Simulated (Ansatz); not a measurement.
**Geometry relaxation of C$_{11}$H (part 3 of 3)**

The same run, continued: C$_{11}$H (slab, 12 atoms in the cell); DFT PBE+D3(BJ), scalar-relativistic, plane waves, PAW, no spin polarisation (Ansatz 0.2.0); cutoff 420 eV, 12×12×1 k-mesh, Gaussian smearing of 0.1 eV. The structure derives from a Materials Project entry. The input holds or restrains some coordinates. Forces given for the steps count only the free coordinates. It belongs to a series of runs on one base structure; here: CH put at a top C site.

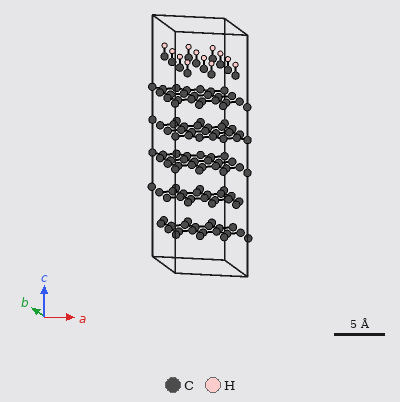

**Figure 1.** The geometry at step 18 of the log (ball-and-stick view of the 3 × 3 repeat of the cell, with the vacuum cut short, seen slightly off an axis).

Trajectory as extended XYZ, continued
```
12
Lattice="2.4655 0.0000 0.0000 -1.2328 2.1341 0.0000 0.0000 0.0000 33.6980" Properties=species:S:1:pos:R:3:forces:R:3 step=8 energy=-2773.30173
C     0.0000    0.3556    8.5000    0.0000  -0.0056   0.0021
C     0.0000    1.7786    8.5000    0.0000   0.0046   0.0007
C     1.2328    0.3556   11.8995    0.0000  -0.0029  -0.0213
C     1.2328    1.7786   11.8995    0.0000   0.0029  -0.0271
C     0.0000    0.3472   15.1887    0.0000   0.0074  -0.0305
C     0.0000    1.7704   15.1879    0.0000  -0.0163  -0.0323
C     1.2328    0.6423   18.3552    0.0000   0.0189   0.0774
C     1.2328    2.0659   18.3561    0.0000  -0.0055   0.0482
C     0.0000    0.1893   21.7988    0.0000   0.0157  -0.6226
C     0.0000    1.6122   21.7852    0.0000  -0.0260   0.2219
C     0.0000    1.6633   24.5059    0.0000   0.0066  -0.0902
H     0.0000    1.6638   25.6117    0.0000   0.0003   0.4748
12
Lattice="2.4655 0.0000 0.0000 -1.2328 2.1341 0.0000 0.0000 0.0000 33.6980" Properties=species:S:1:pos:R:3:forces:R:3 step=9 energy=-2773.36717
C     0.0000    0.3556    8.5000    0.0000  -0.0073   0.0020
C     0.0000    1.7786    8.5000    0.0000   0.0058   0.0000
C     1.2328    0.3556   11.8995    0.0000  -0.0015  -0.0316
C     1.2328    1.7786   11.8995    0.0000   0.0016  -0.0391
C     0.0000    0.3400   15.1413    0.0000   0.0047  -0.0062
C     0.0000    1.7632   15.1405    0.0000  -0.0139  -0.0114
C     1.2328    0.7005   18.3334    0.0000   0.0258   0.0714
C     1.2328    2.1242   18.3351    0.0000  -0.0128   0.0180
C     0.0000    0.1228   21.7193    0.0000   0.0491  -0.1083
C     0.0000    1.5459   21.7206    0.0000  -0.0585   0.0024
C     0.0000    1.6753   24.7005    0.0000   0.0172  -0.3852
H     0.0000    1.6838   25.8059    0.0000  -0.0103   0.4890
12
Lattice="2.4655 0.0000 0.0000 -1.2328 2.1341 0.0000 0.0000 0.0000 33.6980" Properties=species:S:1:pos:R:3:forces:R:3 step=11 energy=-2773.38961
C     0.0000    0.3556    8.5000    0.0000  -0.0007   0.0016
C     0.0000    1.7786    8.5000    0.0000  -0.0005   0.0002
C     1.2328    0.3556   11.8995    0.0000   0.0011  -0.0212
C     1.2328    1.7786   11.8995    0.0000   0.0011  -0.0232
C     0.0000    0.2528   15.1876    0.0000  -0.0027   0.0060
C     0.0000    1.6758   15.1868    0.0000  -0.0043   0.0012
C     1.2328    0.8056   18.4612    0.0000   0.0064   0.0055
C     1.2328    2.2287   18.4616    0.0000  -0.0042   0.0027
C     0.0000    0.0417   21.7649    0.0000  -0.0197   0.0130
C     0.0000    1.4636   21.7675    0.0000   0.0167  -0.0009
C     0.0000    1.7482   24.9111    0.0000   0.0057   0.0019
H     0.0000    1.7486   26.0331    0.0000   0.0011   0.0133
12
Lattice="2.4655 0.0000 0.0000 -1.2328 2.1341 0.0000 0.0000 0.0000 33.6980" Properties=species:S:1:pos:R:3:forces:R:3 step=13 energy=-2773.39226
C     0.0000    0.3556    8.5000    0.0000   0.0018   0.0014
C     0.0000    1.7786    8.5000    0.0000  -0.0025   0.0006
C     1.2328    0.3556   11.8995    0.0000   0.0009  -0.0128
C     1.2328    1.7786   11.8995    0.0000   0.0018  -0.0111
C     0.0000    0.1943   15.2322    0.0000   0.0001  -0.0069
C     0.0000    1.6173   15.2313    0.0000  -0.0047  -0.0088
C     1.2328    0.8630   18.4990    0.0000  -0.0043   0.0105
C     1.2328    2.2858   18.4990    0.0000  -0.0011   0.0118
C     0.0000   -0.0066   21.8386    0.0000  -0.0443   0.0067
C     0.0000    1.4151   21.8395    0.0000   0.0454   0.0201
C     0.0000    1.7984   25.0614    0.0000  -0.0002  -0.0061
H     0.0000    1.7957   26.1843    0.0000   0.0072  -0.0056
12
Lattice="2.4655 0.0000 0.0000 -1.2328 2.1341 0.0000 0.0000 0.0000 33.6980" Properties=species:S:1:pos:R:3:forces:R:3 step=15 energy=-2773.39347
C     0.0000    0.3556    8.5000    0.0000   0.0026   0.0009
C     0.0000    1.7786    8.5000    0.0000  -0.0029   0.0008
C     1.2328    0.3556   11.8995    0.0000   0.0022  -0.0181
C     1.2328    1.7786   11.8995    0.0000   0.0012  -0.0120
C     0.0000    0.1576   15.2149    0.0000  -0.0004   0.0117
C     0.0000    1.5805   15.2140    0.0000  -0.0037   0.0233
C     1.2328    0.8672   18.5937    0.0000  -0.0104  -0.0256
C     1.2328    2.2898   18.5933    0.0000   0.0025  -0.0017
C     0.0000   -0.0100   21.9217    0.0000  -0.0485  -0.0537
C     0.0000    1.4114   21.9198    0.0000   0.0481   0.0643
C     0.0000    1.8285   25.0747    0.0000   0.0092   0.0496
H     0.0000    1.8296   26.1987    0.0000   0.0002  -0.0394
12
Lattice="2.4655 0.0000 0.0000 -1.2328 2.1341 0.0000 0.0000 0.0000 33.6980" Properties=species:S:1:pos:R:3:forces:R:3 step=16 energy=-2773.39580
C     0.0000    0.3556    8.5000    0.0000   0.0027   0.0010
C     0.0000    1.7786    8.5000    0.0000  -0.0027   0.0012
C     1.2328    0.3556   11.8995    0.0000   0.0017  -0.0092
C     1.2328    1.7786   11.8995    0.0000   0.0016  -0.0017
C     0.0000    0.1168   15.2636    0.0000   0.0004   0.0014
C     0.0000    1.5397   15.2628    0.0000  -0.0033   0.0066
C     1.2328    0.8694   18.6210    0.0000  -0.0176  -0.0099
C     1.2328    2.2918   18.6208    0.0000   0.0082   0.0032
C     0.0000   -0.0335   21.9846    0.0000  -0.0543   0.0141
C     0.0000    1.3877   21.9866    0.0000   0.0534  -0.0093
C     0.0000    1.8819   25.1551    0.0000   0.0075   0.0296
H     0.0000    1.8819   26.2786    0.0000   0.0024  -0.0271
12
Lattice="2.4655 0.0000 0.0000 -1.2328 2.1341 0.0000 0.0000 0.0000 33.6980" Properties=species:S:1:pos:R:3:forces:R:3 step=18 energy=-2773.40025
C     0.0000    0.3556    8.5000    0.0000   0.0009   0.0011
C     0.0000    1.7786    8.5000    0.0000  -0.0004   0.0021
C     1.2328    0.3556   11.8995    0.0000   0.0008   0.0021
C     1.2328    1.7786   11.8995    0.0000   0.0022   0.0137
C     0.0000   -0.0266   15.3505    0.0000  -0.0041  -0.0040
C     0.0000    1.3962   15.3502    0.0000   0.0012  -0.0102
C     1.2328    0.7345   18.7260    0.0000  -0.0289   0.0085
C     1.2328    2.1567   18.7263    0.0000   0.0226   0.0004
C     0.0000   -0.1171   22.1516    0.0000  -0.0432   0.0162
C     0.0000    1.3045   22.1531    0.0000   0.0363  -0.0257
C     0.0000    2.1668   25.3130    0.0000   0.0228  -0.0073
H     0.0000    2.1733   26.4354    0.0000  -0.0104   0.0032
12
Lattice="2.4655 0.0000 0.0000 -1.2328 2.1341 0.0000 0.0000 0.0000 33.6980" Properties=species:S:1:pos:R:3:forces:R:3 step=20 energy=-2773.40483
C     0.0000    0.3556    8.5000    0.0000  -0.0002   0.0010
C     0.0000    1.7786    8.5000    0.0000   0.0011   0.0026
C     1.2328    0.3556   11.8995    0.0000  -0.0002   0.0009
C     1.2328    1.7786   11.8995    0.0000   0.0029   0.0163
C     0.0000   -0.1582   15.3510    0.0000  -0.0073  -0.0041
C     0.0000    1.2645   15.3506    0.0000   0.0034  -0.0025
C     1.2328    0.5574   18.7593    0.0000  -0.0109   0.0064
C     1.2328    1.9800   18.7596    0.0000   0.0083   0.0003
C     0.0000   -0.2450   22.2069    0.0000  -0.0091  -0.0101
C     0.0000    1.1777   22.2069    0.0000   0.0085  -0.0119
C     0.0000    2.5076   25.3265    0.0000   0.0058   0.0469
H     0.0000    2.5090   26.4507    0.0000  -0.0021  -0.0457
12
Lattice="2.4655 0.0000 0.0000 -1.2328 2.1341 0.0000 0.0000 0.0000 33.6980" Properties=species:S:1:pos:R:3:forces:R:3 step=21 energy=-2773.40614
C     0.0000    0.3556    8.5000    0.0000  -0.0013   0.0010
C     0.0000    1.7786    8.5000    0.0000   0.0022   0.0026
C     1.2328    0.3556   11.8995    0.0000  -0.0007  -0.0027
C     1.2328    1.7786   11.8995    0.0000   0.0037   0.0134
C     0.0000   -0.1682   15.3250    0.0000  -0.0075  -0.0062
C     0.0000    1.2547   15.3247    0.0000   0.0019  -0.0068
C     1.2328    0.4813   18.6910    0.0000   0.0080   0.0015
C     1.2328    1.9045   18.6912    0.0000  -0.0070   0.0005
C     0.0000   -0.2499   22.0769    0.0000   0.0280  -0.0509
C     0.0000    1.1735   22.0735    0.0000  -0.0286   0.0602
C     0.0000    2.5538   25.2303    0.0000   0.0300   0.0345
H     0.0000    2.5679   26.3545    0.0000  -0.0286  -0.0471
12
Lattice="2.4655 0.0000 0.0000 -1.2328 2.1341 0.0000 0.0000 0.0000 33.6980" Properties=species:S:1:pos:R:3:forces:R:3 step=23 energy=-2773.40620 accepted=F
C     0.0000    0.3556    8.5000    0.0000   0.0006   0.0007
C     0.0000    1.7786    8.5000    0.0000   0.0007   0.0029
C     1.2328    0.3556   11.8995    0.0000  -0.0011  -0.0114
C     1.2328    1.7786   11.8995    0.0000   0.0028   0.0101
C     0.0000   -0.2782   15.2779    0.0000  -0.0025   0.0084
C     0.0000    1.1447   15.2778    0.0000  -0.0014   0.0092
C     1.2328    0.3869   18.7100    0.0000   0.0130  -0.0155
C     1.2328    1.8100   18.7104    0.0000  -0.0109  -0.0138
C     0.0000   -0.2884   22.0576    0.0000   0.0422   0.0228
C     0.0000    1.1350   22.0586    0.0000  -0.0377  -0.0142
C     0.0000    2.7160   25.1791    0.0000  -0.0118  -0.0116
H     0.0000    2.7124   26.3012    0.0000   0.0061   0.0123
12
Lattice="2.4655 0.0000 0.0000 -1.2328 2.1341 0.0000 0.0000 0.0000 33.6980" Properties=species:S:1:pos:R:3:forces:R:3 step=25 energy=-2773.40619 accepted=F
C     0.0000    0.3556    8.5000    0.0000   0.0006   0.0007
C     0.0000    1.7786    8.5000    0.0000   0.0007   0.0029
C     1.2328    0.3556   11.8995    0.0000  -0.0011  -0.0113
C     1.2328    1.7786   11.8995    0.0000   0.0028   0.0101
C     0.0000   -0.2784   15.2781    0.0000  -0.0025   0.0084
C     0.0000    1.1446   15.2780    0.0000  -0.0014   0.0092
C     1.2328    0.3867   18.7102    0.0000   0.0130  -0.0155
C     1.2328    1.8099   18.7107    0.0000  -0.0108  -0.0138
C     0.0000   -0.2885   22.0577    0.0000   0.0423   0.0229
C     0.0000    1.1350   22.0587    0.0000  -0.0377  -0.0142
C     0.0000    2.7163   25.1792    0.0000  -0.0119  -0.0116
H     0.0000    2.7127   26.3013    0.0000   0.0061   0.0123
12
Lattice="2.4655 0.0000 0.0000 -1.2328 2.1341 0.0000 0.0000 0.0000 33.6980" Properties=species:S:1:pos:R:3:forces:R:3 step=26 energy=-2773.40737
C     0.0000    0.3556    8.5000    0.0000  -0.0007   0.0010
C     0.0000    1.7786    8.5000    0.0000   0.0018   0.0029
C     1.2328    0.3556   11.8995    0.0000  -0.0014  -0.0118
C     1.2328    1.7786   11.8995    0.0000   0.0038   0.0082
C     0.0000   -0.2450   15.2737    0.0000   0.0003  -0.0013
C     0.0000    1.1779   15.2735    0.0000  -0.0048  -0.0037
C     1.2328    0.4280   18.6227    0.0000   0.0122   0.0044
C     1.2328    1.8512   18.6230    0.0000  -0.0101   0.0016
C     0.0000   -0.2535   21.9998    0.0000   0.0170   0.0180
C     0.0000    1.1696   22.0007    0.0000  -0.0170  -0.0149
C     0.0000    2.6164   25.1325    0.0000   0.0000  -0.0055
H     0.0000    2.6168   26.2550    0.0000  -0.0009   0.0009
12
Lattice="2.4655 0.0000 0.0000 -1.2328 2.1341 0.0000 0.0000 0.0000 33.6980" Properties=species:S:1:pos:R:3:forces:R:3 step=28 energy=-2773.40760
C     0.0000    0.3556    8.5000    0.0000   0.0005   0.0009
C     0.0000    1.7786    8.5000    0.0000   0.0006   0.0029
C     1.2328    0.3556   11.8995    0.0000  -0.0021  -0.0098
C     1.2328    1.7786   11.8995    0.0000   0.0030   0.0105
C     0.0000   -0.3079   15.2850    0.0000   0.0019  -0.0008
C     0.0000    1.1150   15.2848    0.0000  -0.0030  -0.0020
C     1.2328    0.4500   18.6536    0.0000  -0.0015  -0.0010
C     1.2328    1.8728   18.6539    0.0000   0.0006  -0.0006
C     0.0000   -0.2553   22.0276    0.0000  -0.0092  -0.0058
C     0.0000    1.1673   22.0272    0.0000   0.0100   0.0045
C     0.0000    2.6156   25.1448    0.0000  -0.0002  -0.0051
H     0.0000    2.6159   26.2671    0.0000  -0.0008   0.0063
```

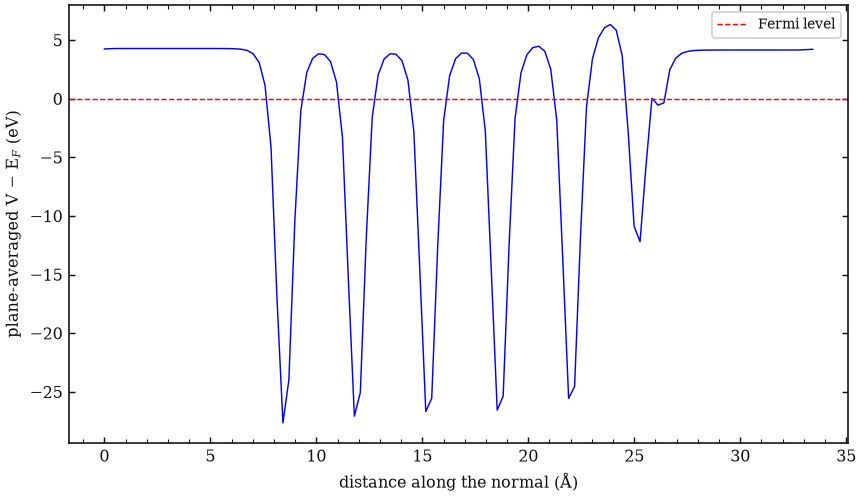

**Figure 2.** Plane average of the electrostatic potential energy of an electron across the cell, from the Fermi level. The vacuum level lies 4.15 eV above the Fermi level on the upper side and 4.28 eV on the lower.

This output came from the following input.

The input
```yaml
crystal:
  lattice:
    - [2.4655379961, 0.0, 0.0]
    - [-1.2327689981, 2.1341461166, 0.0]
    - [0.0, 0.0, 33.6979673684]
  atoms:
    - { symbol: C, position: [0.0833101797, 0.1666203594, 0.2522407333] }
    - { symbol: C, position: [0.4166898203, 0.8333796406, 0.2522407333] }
    - { symbol: C, position: [0.5833101797, 0.1666203594, 0.3531231674] }
    - { symbol: C, position: [0.9166898203, 0.8333796406, 0.3531231674] }
    - { symbol: C, position: [0.0833101797, 0.1666203594, 0.4540031604] }
    - { symbol: C, position: [0.4166898203, 0.8333796406, 0.4540031604] }
    - { symbol: C, position: [0.5833101797, 0.1666203594, 0.5548855944] }
    - { symbol: C, position: [0.9166898203, 0.8333796406, 0.5548855944] }
    - { symbol: C, position: [0.0833101797, 0.1666203594, 0.6557655875] }
    - { symbol: C, position: [0.4166898203, 0.8333796406, 0.6557655875] }
    - { symbol: C, position: [0.4166898203, 0.8333796406, 0.7008721657] }
    - { symbol: H, position: [0.4166898203, 0.8333796406, 0.7335150841] }
basis:
  ecutwfc: 420
kpoints:
  mp_grid: { grid: [12, 12, 1] }
hamiltonian:
  xc: pbe
  dispersion: d3bj
scf:
  occupations: { method: gaussian, width: 0.1 }
output:
  forces: true
  eigenvalues: true
relax:
  adjacent_minimum: "off"
  f_tol: 0.03
  max_steps: 70
  constraints: [{ sites: [0, 1, 2, 3] }]
efield:
  axis: 3
  dipole_correction: true
  ramp_width: 0.04
```

Launch command:
```bash
ansatz run input.yaml --threads 1 --pin off --max-ram 2560MiB --backend cpu --events-out ev --progress --plain --runs-dir out
```

Results in brief

| quantity | value |
| --- | --- |
| outcome | converged under the restraints of the input |
| electrons treated | 45 |
| free energy | −2773.4076 eV |
| work function, top face | 4.15 eV |
| work function, bottom face | 4.28 eV |
| Fermi energy | 1.788 eV |
| gap on the k-point mesh | none (metallic) |
| final volume | 177.31 Å³ |
| work function (upper face) | 4.15 eV |
| largest force (length of the vector) at the end, held atoms and coordinates included | 0.011 eV/Å |
| hardware | 1 thread of Intel Xeon @ 2.50GHz (Skylake/Cascade Lake), 189 GiB of memory available, shared host |
| wall time | 33 min |
| peak memory | 0.53 GiB |
